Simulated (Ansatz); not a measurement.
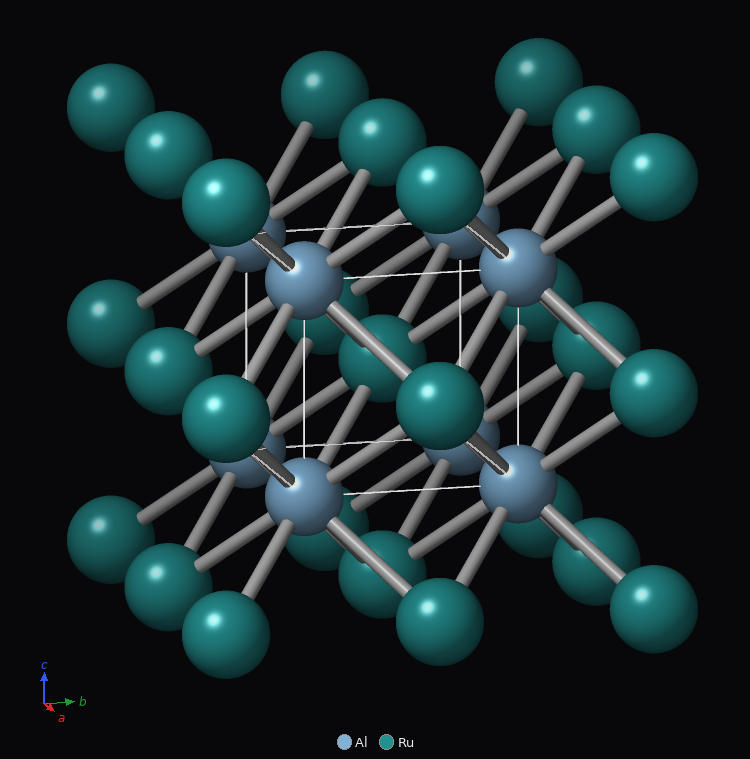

This ball-and-stick model is shown slightly off an axis. The conventional unit cell is drawn as a box. Every bond is drawn to its end, so some atoms lie outside the box.

AlRu, caesium chloride (CsCl, B2) type, space group Pm-3m (No. 221), a = 3.004 Å, b = 3.004 Å, c = 3.004 Å, α = 90.00°, β = 90.00°, γ = 90.00°. The cell started as a structure type filled with these elements by a generator (whether the compound takes this form wasn't checked). Earlier steps of the study, as a rule a relaxation of our own, may have changed the cell and positions, so they can lie some per cent off the listed ones. It was run through Ansatz as a DFT input.

This one geometry was computed with Ansatz (DFT, plane waves, PAW) at three levels of theory: r2SCAN, PBEsol and PBE.

**Which level gives the highest pressure at this volume, and what does that say about its equilibrium volume?**

Highest: PBE (0.0 GPa), which points to the largest equilibrium volume. Lowest, with the smallest volume: PBEsol (-5.7 GPa). Levels within 0.5 GPa of each other can't be told apart.

**How does the band gap change with the level of theory?**

All levels give a metal.

**Collect the results in a table.**

| level | cutoff (eV) | k-mesh of the run's cell | gap (eV) | pressure (GPa) |
| --- | --- | --- | --- | --- |
| r2SCAN | 500 | 18×18×18 | metal | -4.6 |
| PBEsol | 420 | 18×18×18 | metal | -5.7 |
| PBE | 420 | 18×18×18 | metal | 0.0 |

Gaps are taken on the k-mesh or band path of each run.
